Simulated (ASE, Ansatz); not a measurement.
# Local environments in twisted 1T-TiS2 bilayer, 27.80° (234 atoms)

The cell holds 234 atoms: 78 Ti and 156 S. Cell: a = 21.295 Å, b = 21.295 Å, c = 20.860 Å, α = 90.0°, β = 90.0°, γ = 120.0°. It derives from TiS2 (1T-TiS2). 1T-TiS2 (a = 3.41 Å) under 1T-TiS2 (a = 3.41 Å), bilayer, commensurate cell of 39 unit cells a layer, twist 27.80 deg; facing planes 3.14 Å apart; 12 Å of vacuum; layers as built, displaced by a Gaussian of 0.01 Å. Regions: layer 1, 117 atoms (39 Ti and 78 S); layer 2, 117 atoms (39 Ti and 78 S). Vacuum lies along c.

Method: Kohn-Sham DFT, PBEsol, PAW (set soft_2), plane waves (Ansatz 0.2.0; cutoff 420 eV, Γ point, fermi-dirac smearing of 0.05 eV), at the geometry as built.

The whole cell was solved; only parts of it are printed.

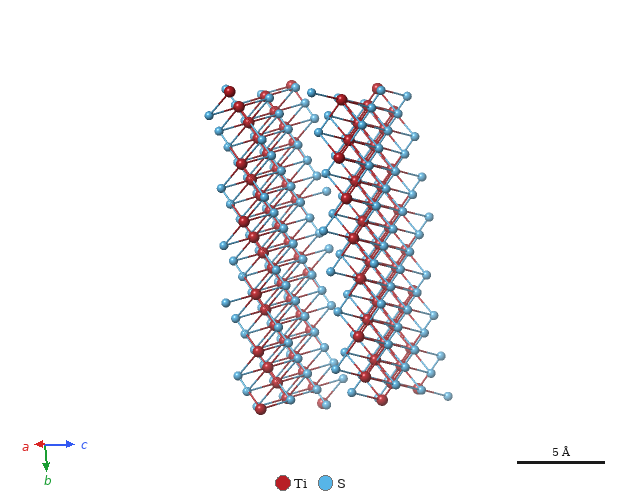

The whole cell (titanium red, sulfur blue). Some periodic images of atoms are drawn too.

A closer look about S59, which bears the longest force: 24 atoms, nearest first, numbered in the order of the input, with positions taken from that point.

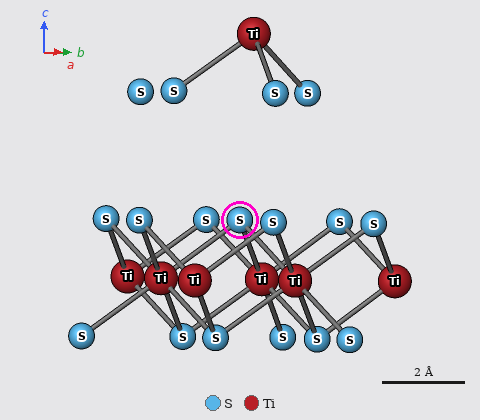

The atoms of the table, within 4.9 Å (arrows a, b, c point along x, y, z); some may hide others; the central atom is ringed.

| atom | x | y | z | distance (Å) | bonds | Löwdin charge (e) | Fx | Fy | Fz (eV/Å) |
| --- | --- | --- | --- | --- | --- | --- | --- | --- | --- |
| S59 | 0.00 | 0.00 | 0.00 | 0.00 | 3 | -0.31 | 0.073 | -0.040 | -0.585 |
| Ti58 | -0.53 | -1.89 | -1.45 | 2.45 | 6 | 0.77 | -0.035 | 0.061 | 0.090 |
| Ti79 | -1.35 | 1.43 | -1.46 | 2.45 | 6 | 0.76 | -0.060 | -0.068 | 0.003 |
| Ti94 | 1.92 | 0.47 | -1.45 | 2.46 | 6 | 0.77 | -0.149 | -0.069 | 0.121 |
| S62 | -3.26 | 0.94 | -0.03 | 3.40 | 3 | -0.30 | -0.002 | -0.018 | -0.338 |
| S80 | -0.83 | 3.30 | -0.02 | 3.40 | 3 | -0.29 | 0.115 | 0.091 | -0.376 |
| S41 | -2.45 | -2.36 | -0.03 | 3.40 | 3 | -0.30 | 0.062 | -0.036 | -0.316 |
| S95 | 2.45 | 2.36 | -0.03 | 3.41 | 3 | -0.29 | 0.063 | -0.031 | -0.272 |
| S56 | 0.84 | -3.32 | -0.02 | 3.43 | 3 | -0.29 | -0.086 | 0.070 | -0.493 |
| S77 | 3.29 | -0.96 | -0.02 | 3.43 | 3 | -0.30 | -0.039 | 0.096 | -0.418 |
| S228 | 1.52 | 0.07 | 3.12 | 3.47 | 3 | -0.30 | -0.036 | -0.068 | 0.318 |
| S63 | -1.89 | -0.46 | -2.89 | 3.48 | 3 | -0.31 | -0.012 | -0.106 | 0.356 |
| S60 | 1.38 | -1.43 | -2.88 | 3.50 | 3 | -0.30 | -0.068 | 0.172 | 0.255 |
| S81 | 0.56 | 1.92 | -2.89 | 3.51 | 3 | -0.30 | -0.010 | -0.173 | 0.370 |
| S216 | -1.77 | -0.89 | 3.12 | 3.70 | 3 | -0.30 | 0.022 | 0.075 | 0.268 |
| S219 | -0.96 | 2.42 | 3.11 | 4.05 | 3 | -0.30 | 0.151 | 0.030 | 0.489 |
| Ti61 | -3.81 | -0.94 | -1.45 | 4.18 | 6 | 0.76 | -0.002 | 0.081 | -0.010 |
| Ti97 | 1.09 | 3.78 | -1.45 | 4.19 | 6 | 0.76 | 0.081 | 0.134 | -0.056 |
| Ti76 | 2.73 | -2.83 | -1.47 | 4.20 | 6 | 0.76 | 0.141 | -0.196 | 0.138 |
| S168 | 0.68 | -3.26 | 3.12 | 4.56 | 3 | -0.29 | 0.017 | 0.024 | 0.491 |
| Ti226 | -0.40 | 0.55 | 4.55 | 4.60 | 6 | 0.76 | 0.056 | -0.043 | -0.115 |
| S96 | 3.83 | 0.94 | -2.86 | 4.87 | 3 | -0.29 | 0.024 | -0.037 | 0.123 |
| S66 | -2.72 | 2.84 | -2.89 | 4.88 | 3 | -0.30 | 0.036 | -0.021 | 0.358 |
| S42 | -1.07 | -3.80 | -2.89 | 4.90 | 3 | -0.30 | -0.081 | 0.100 | 0.420 |

The column of bonds counts only the pairs S-Ti within 3.10 Å; other neighbours, such as metal atoms beside each other in a compound, aren't counted, and periodic images can show an atom twice.

A closer look about S2, picked at random: 24 atoms, nearest first, numbered in the order of the input, with positions taken from that point.

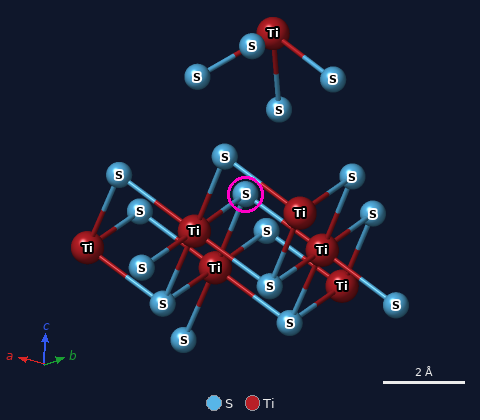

The atoms of the table, within 4.9 Å (arrows a, b, c point along x, y, z); some may hide others; the central atom is ringed.

| atom | x | y | z | distance (Å) | bonds | Löwdin charge (e) | Fx | Fy | Fz (eV/Å) |
| --- | --- | --- | --- | --- | --- | --- | --- | --- | --- |
| S2 | 0.00 | 0.00 | 0.00 | 0.00 | 3 | -0.31 | -0.012 | 0.121 | -0.391 |
| Ti1 | -0.57 | -1.87 | -1.44 | 2.43 | 6 | 0.76 | 0.173 | 0.173 | 0.017 |
| Ti22 | 1.90 | 0.50 | -1.44 | 2.44 | 6 | 0.76 | -0.063 | -0.142 | 0.150 |
| Ti4 | -1.39 | 1.45 | -1.44 | 2.47 | 6 | 0.76 | 0.235 | -0.011 | 0.087 |
| S116 | 0.81 | -3.28 | 0.00 | 3.38 | 3 | -0.30 | 0.019 | -0.067 | -0.315 |
| S101 | -2.45 | -2.34 | -0.01 | 3.39 | 3 | -0.28 | -0.048 | 0.065 | -0.331 |
| S20 | 3.26 | -0.93 | 0.00 | 3.39 | 3 | -0.31 | 0.066 | 0.073 | -0.460 |
| S104 | -3.27 | 0.96 | -0.01 | 3.41 | 3 | -0.29 | -0.162 | 0.016 | -0.197 |
| S5 | -0.83 | 3.32 | 0.00 | 3.42 | 3 | -0.30 | 0.023 | 0.030 | -0.424 |
| S23 | 2.47 | 2.38 | 0.02 | 3.43 | 3 | -0.31 | -0.039 | 0.102 | -0.551 |
| S3 | 1.37 | -1.38 | -2.86 | 3.46 | 3 | -0.31 | -0.065 | -0.105 | 0.332 |
| S105 | -1.91 | -0.46 | -2.86 | 3.47 | 3 | -0.30 | -0.080 | -0.033 | 0.245 |
| S6 | 0.53 | 1.92 | -2.85 | 3.48 | 3 | -0.30 | 0.096 | 0.026 | 0.285 |
| S132 | 0.68 | -1.35 | 3.15 | 3.49 | 3 | -0.30 | 0.096 | 0.037 | 0.259 |
| S123 | -1.77 | 1.04 | 3.14 | 3.75 | 3 | -0.31 | -0.026 | -0.027 | 0.437 |
| S135 | 1.50 | 1.98 | 3.15 | 4.01 | 3 | -0.29 | -0.010 | -0.109 | 0.254 |
| Ti19 | 2.72 | -2.83 | -1.41 | 4.17 | 6 | 0.76 | 0.073 | 0.128 | -0.013 |
| Ti103 | -3.83 | -0.92 | -1.42 | 4.19 | 6 | 0.76 | -0.014 | 0.009 | -0.084 |
| Ti25 | 1.10 | 3.81 | -1.43 | 4.22 | 6 | 0.77 | -0.066 | -0.045 | 0.098 |
| S225 | -2.58 | -2.26 | 3.15 | 4.66 | 3 | -0.30 | -0.070 | -0.175 | 0.511 |
| Ti130 | -1.23 | -0.84 | 4.57 | 4.81 | 6 | 0.76 | -0.048 | -0.112 | -0.001 |
| S102 | -1.10 | -3.77 | -2.84 | 4.85 | 3 | -0.30 | 0.082 | -0.014 | 0.163 |
| S24 | 3.82 | 0.96 | -2.87 | 4.87 | 3 | -0.30 | 0.050 | 0.038 | 0.392 |
| S108 | -2.72 | 2.86 | -2.86 | 4.87 | 3 | -0.30 | -0.166 | 0.013 | 0.291 |

The column of bonds counts only the pairs S-Ti within 3.10 Å; other neighbours, such as metal atoms beside each other in a compound, aren't counted, and periodic images can show an atom twice.

Length of the force by element:

| element | coordination | atoms | mean length of the force (eV/Å) | spread | least | most |
| --- | --- | --- | --- | --- | --- | --- |
| S | all | 156 | 0.357 | 0.0947 | 0.114 | 0.591 |
| Ti | all | 78 | 0.156 | 0.0658 | 0.0165 | 0.333 |

Löwdin charges by element (they lack the spilled electrons, 0.054 e an atom on average):

| element | coordination | atoms | mean charge (e) | spread | least | most |
| --- | --- | --- | --- | --- | --- | --- |
| S | all | 156 | -0.301 | 0.0055 | -0.314 | -0.281 |
| Ti | all | 78 | 0.762 | 0.0034 | 0.754 | 0.769 |

The functional has no dispersion term, which matters for the binding between molecules or layers. The main run has no spin polarisation, so moments on Ti can't form in it, and no Hubbard term. Only the Γ point is sampled, in a cell whose shortest periodic width is 18 Å, which is coarse for a cell with partly filled levels. The Löwdin charges lack the electrons that the projection spills, 0.054 e an atom on average.

[Hosts, paths, dates, database ids (printed as entryN), source tags and the programs' standing remarks are cut or masked in the printed files.]
